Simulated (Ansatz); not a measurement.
Run report: Al3Cu2, single-point calculation (part 2 of 2)

Al3Cu2 (disordered cell, 20 atoms in the cell); DFT PBEsol, scalar-relativistic, plane waves, PAW, no spin polarisation (Ansatz 0.2.0); cutoff 420 eV, 4×3×3 k-mesh, Fermi–Dirac smearing of 0.1069 eV. It belongs to a series of runs on one base structure; here: last frame at 1240 K on a finer mesh.

Geometry of the input (Å; fractional positions):
```
6.8922  -0.1855  -0.0601
-0.1855  6.9739  0.0068
-0.0601  0.0068  7.0023
Al 0.5076  0.0279  0.8350
Al 0.2838  0.9440  0.5893
Al 0.0562  0.0754  0.8957
Al 0.4320  0.7015  0.3313
Al 0.8513  0.3756  0.9388
Al 0.6183  0.4889  0.6495
Al 0.8613  0.1474  0.5892
Al 0.7320  0.8241  0.0627
Al 0.1419  0.4346  0.4523
Al 0.1178  0.7291  0.1196
Al 0.4362  0.3947  0.1266
Al 0.3441  0.6581  0.8460
Cu 0.9783  0.8765  0.4150
Cu 0.8132  0.1693  0.2257
Cu 0.2000  0.0597  0.2394
Cu 0.9692  0.7322  0.7910
Cu 0.3299  0.3168  0.7608
Cu 0.6072  0.8357  0.5997
Cu 0.8219  0.5614  0.3513
Cu 0.5124  0.2025  0.4223
```

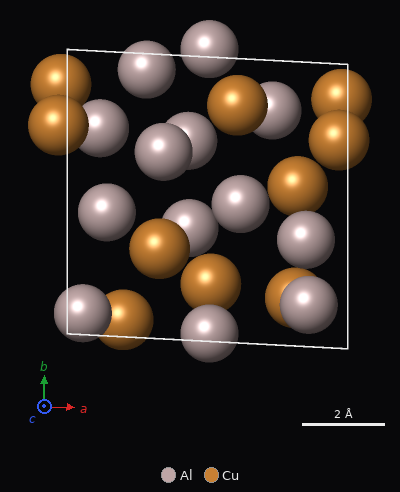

**Figure 1.** The structure as given in the input (spheres-only view of the cell of the calculation, along the c axis). An atom can appear more than once, as a periodic image.

Output, continued:
```
  k-point 1: bands = ["-104.4204", "-104.2035", "-103.9312", "-103.8761", "-103.7185", "-103.6662", "-103.6380", "-103.6197", "-62.0416", "-61.9222", "-61.8479", "-61.7914", "-61.6875", "-61.6721", "-61.4753", "-61.4676", "-61.4562", "-61.4272", "-61.3969", "-61.3363", "-61.3038", "-61.2582", "-61.2453", "-61.2286", "-61.2222", "-61.2106", "-61.1890", "-61.1602", "-61.1328", "-61.1240", "-61.0667", "-61.0526", "-0.8279", "0.2614", "1.6808", "1.9053", "2.3909", "2.5436", "2.9266", "3.1148", "3.4423", "3.6034", "3.9302", "4.1615", "4.2465", "4.5540", "4.6555", "4.7156", "4.7882", "4.8401", "4.9095", "4.9290", "4.9583", "4.9774", "5.0248", "5.1212", "5.1822", "5.2011", "5.2156", "5.3062", "5.3731", "5.4140", "5.4280", "5.4751", "5.4906", "5.5447", "5.5804", "5.5911", "5.6122", "5.6757", "5.7419", "5.7825", "5.8770", "5.8957", "5.9641", "6.0049", "6.0742", "6.1164", "6.1890", "6.2211", "6.2866", "6.3360", "6.3853", "6.4865", "6.5555", "6.8169", "6.9459", "7.2376", "7.2858", "7.5931", "7.7277", "7.9314", "8.1154", "8.2336", "8.5654", "8.7488", "10.1252", "10.3783", "10.4416", "10.8387", "11.1496", "11.2291", "11.3608", "11.7041", "11.7893", "11.9477", "12.1392", "12.2932", "12.6058", "12.8245", "13.0759", "13.2718", "13.3686", "13.5578"]
  k-point 2: bands = ["-104.4204", "-104.2035", "-103.9312", "-103.8761", "-103.7185", "-103.6662", "-103.6380", "-103.6197", "-62.0416", "-61.9222", "-61.8479", "-61.7914", "-61.6875", "-61.6721", "-61.4753", "-61.4677", "-61.4562", "-61.4272", "-61.3969", "-61.3363", "-61.3038", "-61.2582", "-61.2453", "-61.2286", "-61.2222", "-61.2106", "-61.1890", "-61.1601", "-61.1329", "-61.1240", "-61.0667", "-61.0526", "-0.8227", "0.2765", "1.5671", "2.0714", "2.2656", "2.6631", "2.8787", "3.1125", "3.3095", "3.6133", "3.9337", "4.1922", "4.3066", "4.5235", "4.6384", "4.6697", "4.7311", "4.8135", "4.8828", "4.9327", "5.0076", "5.0318", "5.0785", "5.1533", "5.1740", "5.2237", "5.2540", "5.3056", "5.3372", "5.3792", "5.4761", "5.4929", "5.5405", "5.5541", "5.5845", "5.6419", "5.6505", "5.7516", "5.7769", "5.8096", "5.8588", "5.8781", "5.9269", "5.9668", "6.0447", "6.0903", "6.1510", "6.2162", "6.2449", "6.2957", "6.3930", "6.4503", "6.5271", "6.6766", "6.9732", "7.2319", "7.3924", "7.5480", "7.7648", "7.9640", "8.0967", "8.2170", "8.6229", "9.0834", "9.8536", "10.3985", "10.6157", "10.7968", "10.9165", "11.1051", "11.3305", "11.5653", "11.7161", "11.9246", "12.1288", "12.3330", "12.6359", "12.9096", "13.1915", "13.2571", "13.3634", "13.7614"]
  k-point 18: bands = ["-104.4204", "-104.2035", "-103.9312", "-103.8761", "-103.7185", "-103.6662", "-103.6380", "-103.6197", "-62.0416", "-61.9222", "-61.8479", "-61.7914", "-61.6875", "-61.6721", "-61.4753", "-61.4676", "-61.4562", "-61.4272", "-61.3969", "-61.3363", "-61.3038", "-61.2582", "-61.2454", "-61.2286", "-61.2221", "-61.2106", "-61.1890", "-61.1601", "-61.1328", "-61.1241", "-61.0668", "-61.0526", "-0.0793", "0.4773", "0.8983", "1.1965", "1.5310", "2.0316", "2.4770", "2.7721", "3.9129", "4.0926", "4.2843", "4.3792", "4.4442", "4.6650", "4.7039", "4.7792", "4.8312", "4.8819", "4.9686", "5.0073", "5.0318", "5.1011", "5.1297", "5.1684", "5.2149", "5.2354", "5.2926", "5.3434", "5.3802", "5.4416", "5.4547", "5.4983", "5.5505", "5.5932", "5.6165", "5.6377", "5.7245", "5.7423", "5.7834", "5.8270", "5.8894", "5.9162", "6.0245", "6.0770", "6.1605", "6.2483", "6.3169", "6.3441", "6.3655", "6.4796", "6.5904", "6.7496", "6.9930", "7.1134", "7.2817", "7.4806", "7.6079", "7.7581", "7.8543", "8.0659", "8.4735", "8.6961", "8.9100", "9.0724", "9.2316", "9.4110", "9.6275", "9.8376", "9.9626", "10.1931", "10.4943", "10.7972", "11.0892", "11.3812", "11.6095", "12.0399", "12.2537", "12.4717", "12.5730", "12.8860", "13.2957", "13.5060"]
--- Löwdin populations: 20 sites ---
  site symbol       q [e]
     0     Al      3.1593
     1     Al      3.4258
     2     Al      3.2534
     3     Al      3.1948
     4     Al      3.1775
     5     Al      3.4222
     6     Al      3.3736
     7     Al      3.2194
     8     Al      3.2422
     9     Al      3.2972
    10     Al      3.2347
    11     Al      3.1631
    12     Cu     18.5056
    13     Cu     18.4754
    14     Cu     18.4892
    15     Cu     18.3739
    16     Cu     18.3754
    17     Cu     18.3816
    18     Cu     18.4666
    19     Cu     18.4793
  spilling = 0.006861 (of n_electrons = 188.000000)
```

File populations.tsv:
```
# site	symbol	l	j	q
# orbitals = lowdin
# n_electrons = 188.000000
# spilling = 0.006861
0	Al	0_3S	-	0.997600
0	Al	1_3P	-	2.161682
1	Al	0_3S	-	0.974675
1	Al	1_3P	-	2.451149
2	Al	0_3S	-	0.990375
2	Al	1_3P	-	2.263064
3	Al	0_3S	-	0.990741
3	Al	1_3P	-	2.204023
4	Al	0_3S	-	1.103248
4	Al	1_3P	-	2.074302
5	Al	0_3S	-	1.076049
5	Al	1_3P	-	2.346113
6	Al	0_3S	-	1.053931
6	Al	1_3P	-	2.319688
7	Al	0_3S	-	1.099091
7	Al	1_3P	-	2.120283
8	Al	0_3S	-	1.192641
8	Al	1_3P	-	2.049510
9	Al	0_3S	-	0.986208
9	Al	1_3P	-	2.310962
10	Al	0_3S	-	1.085113
10	Al	1_3P	-	2.149564
11	Al	0_3S	-	0.944789
11	Al	1_3P	-	2.218270
12	Cu	0_3S	-	1.989286
12	Cu	0_4S	-	0.770567
12	Cu	1_3P	-	5.996065
12	Cu	2_3D	-	9.749647
13	Cu	0_3S	-	1.991207
13	Cu	0_4S	-	0.735325
13	Cu	1_3P	-	5.996856
13	Cu	2_3D	-	9.752003
14	Cu	0_3S	-	1.990999
14	Cu	0_4S	-	0.753940
14	Cu	1_3P	-	5.996904
14	Cu	2_3D	-	9.747399
15	Cu	0_3S	-	1.990685
15	Cu	0_4S	-	0.664294
15	Cu	1_3P	-	5.996737
15	Cu	2_3D	-	9.722210
16	Cu	0_3S	-	1.986648
16	Cu	0_4S	-	0.678345
16	Cu	1_3P	-	5.995603
16	Cu	2_3D	-	9.714806
17	Cu	0_3S	-	1.985027
17	Cu	0_4S	-	0.683860
17	Cu	1_3P	-	5.994891
17	Cu	2_3D	-	9.717866
18	Cu	0_3S	-	1.991177
18	Cu	0_4S	-	0.736104
18	Cu	1_3P	-	5.996763
18	Cu	2_3D	-	9.742559
19	Cu	0_3S	-	1.990993
19	Cu	0_4S	-	0.743578
19	Cu	1_3P	-	5.996652
19	Cu	2_3D	-	9.748089
```

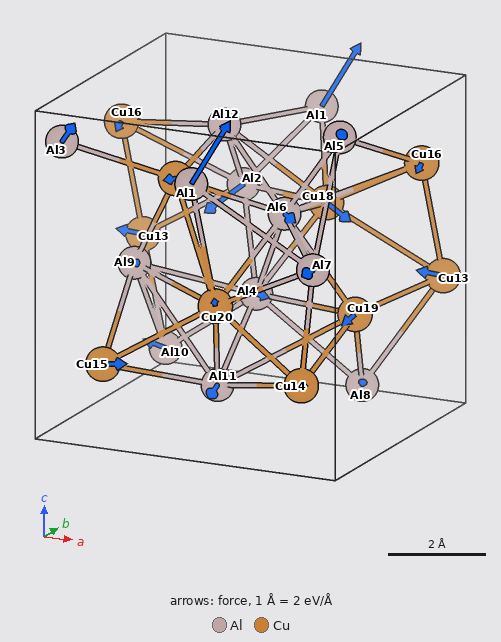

**Figure 2.** Forces on the atoms as blue arrows (ball-and-stick view of the cell of the calculation, seen slightly off an axis; atoms are numbered from 1 in the order of the input). The largest act on Al1 (3.17 eV/Å); Al2 (2.54 eV/Å); Cu18 (1.56 eV/Å); Al3 (1.35 eV/Å), among others. The geometry is not a stationary point of this energy.

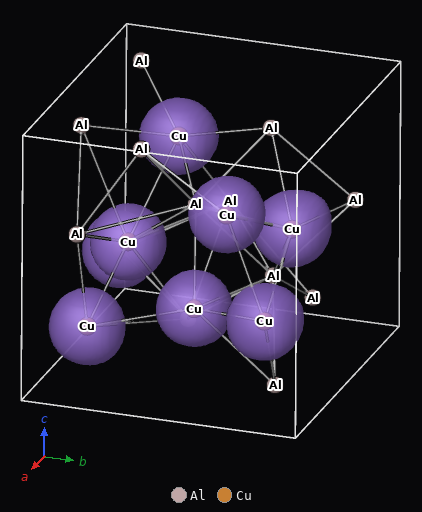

**Figure 3.** Isosurface of the valence pseudo-density at 0.5 e/Å³ (purple), seen at an oblique angle. Sticks mark near contacts. The outline is the calculation cell. At this value the density breaks into separate islands; it holds about 70 % of the electrons treated as valence (semicore included). It is pinched off along the Al–Cu (2.27 Å), Cu–Cu (2.31 Å), Al–Al (2.34 Å) and Al–Cu (2.38 Å) contacts. On the grid the lowest density along these lines, outside the cores, is 0.35 e/Å³ (Al–Cu, 2.27 Å), 0.42 e/Å³ (Cu–Cu, 2.31 Å), 0.32 e/Å³ (Al–Al, 2.34 Å) and 0.3 e/Å³ (Al–Cu, 2.38 Å). The fields are those of the smooth PAW valence density.

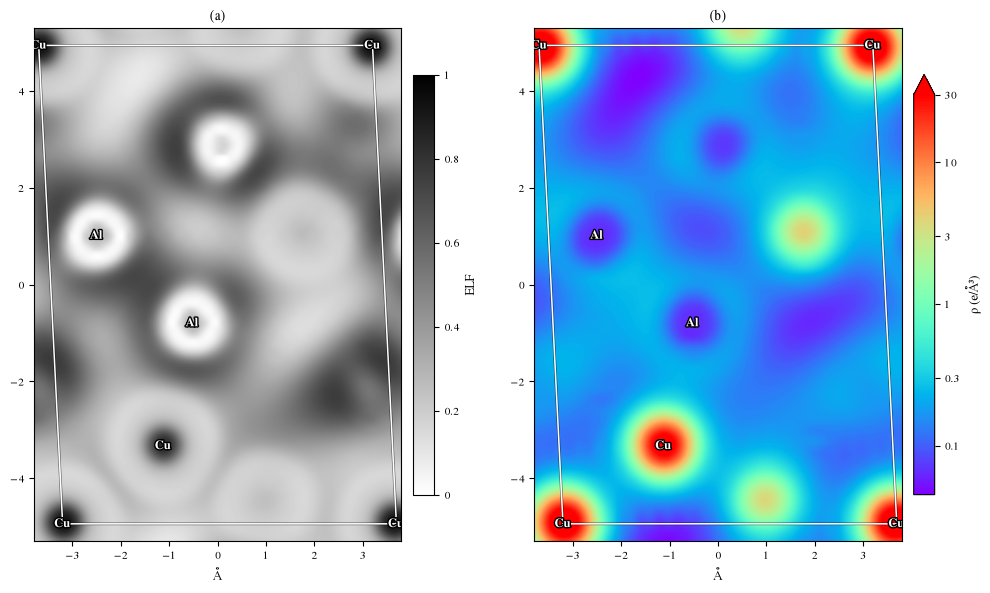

**Figure 4.** (a) ELF; (b) valence electron density on the (011̄) plane of the calculation cell. The section cuts through Al and Cu sites. Away from the nuclei the density in this plane falls to 0.04 e/Å³ at its lowest. The strong features right at Cu lie inside the PAW spheres (semicore, d or f shells) and say nothing about bonding.

Summary:

| quantity | value |
| --- | --- |
| outcome | converged |
| electrons treated | 188 |
| free energy | −59000.5931 eV |
| Fermi energy | 8.853 eV |
| gap on the k-point mesh | none (metallic) |
| pressure | −5.35 GPa |
| largest force (length of the vector) | 3.175 eV/Å |
| hardware | 2 threads of Intel Xeon @ 2.50GHz (Skylake/Cascade Lake), 189 GiB of memory available, shared host |
| wall time | 90 s (CPU time 2.9 min) |
| peak memory | 1 GiB |
